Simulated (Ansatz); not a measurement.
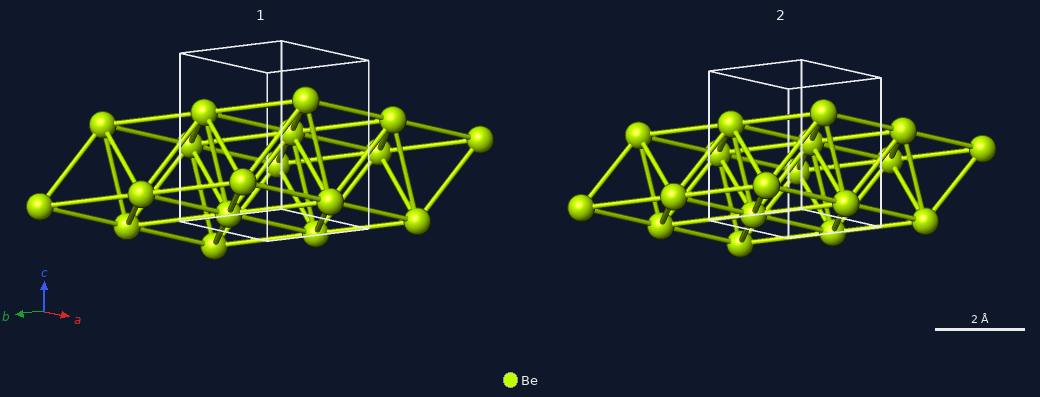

Two geometries of solid Be (a generated structure, set up in P6_3/mmc) (coarse preliminary run), drawn at one scale. One is the start of a relaxation, the other its converged end. The picture is a ball-and-stick view of the cell of the calculation, repeated 3 × 3 × 1 with one cell outlined, seen from a free direction.

Theory: DFT PBE, scalar-relativistic, plane waves, PAW in Ansatz. Set-up: plane-wave cutoff 420 eV; k-point mesh 9 × 9 × 6; occupations gaussian; smearing width 0.1 eV; no spin polarisation; cell and atoms relaxed; force threshold 0.05 eV/Å; at most 60 steps.

> Which geometry has the lower energy?

Structure 2 is the relaxed one. Case: Mg → Be on all its sites, cell and atoms relaxed. No atom moves by more than 0.005 Å relative to the cell. The volume changes by −26.3 %, with a = b 2.492 → 2.271 Å (−8.9 %), c 3.994 → 3.543 Å (−11.3 %). Some distances before and after: Be–Be 2.461 → 2.204 Å, Be–Be 2.492 → 2.271 Å. The space group stays P6_3/mmc (No. 194). After 5 accepted moves (6 points after the start) the energy has fallen by 257 meV per atom. All forces vanish by symmetry, so only the cell relaxes. The pressure goes from −22.78 to −0.04 GPa. The SCF was repeated once at an unchanged geometry on a basis and grid sized afresh for the cell, which shifted the energy by 0.2 meV per atom at most.
